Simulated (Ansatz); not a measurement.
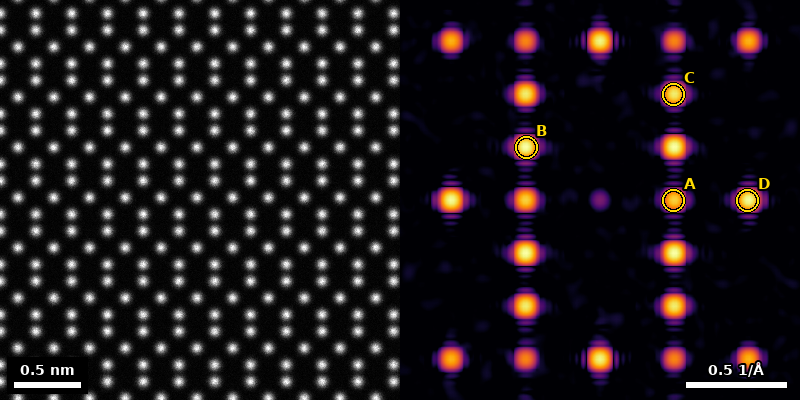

Z-contrast image of Ir (P6/mmm, No. 191) along [100]. Simulation: incoherent imaging, intensity Z^1.7 per atom, probe width 0.62 Å, thin sample. Shot noise was added. Structure: the input geometry of an electronic-structure calculation (not necessarily at equilibrium); the starting structure was generated, so it need not be a known form of this composition.

The right panel is the modulus of the image's Fourier transform on a logarithmic scale.

a = 4.348 Å, b = 4.348 Å, c = 2.684 Å, α = 90.00°, β = 90.00°, γ = 120.00°

Question: Index the marked spots and give their plane spacings (the zone axis points at the viewer; indices equivalent by symmetry, or all signs reversed, are as good).

Answer: A: (001), d = 2.68 Å; B: (0 -1 -1), d = 2.19 Å; C: (0 -2 1), d = 1.54 Å; D: (002), d = 1.34 Å. A and B enclose 145°, and every spot obeys the zone law hu + kv + lw = 0 for [100].
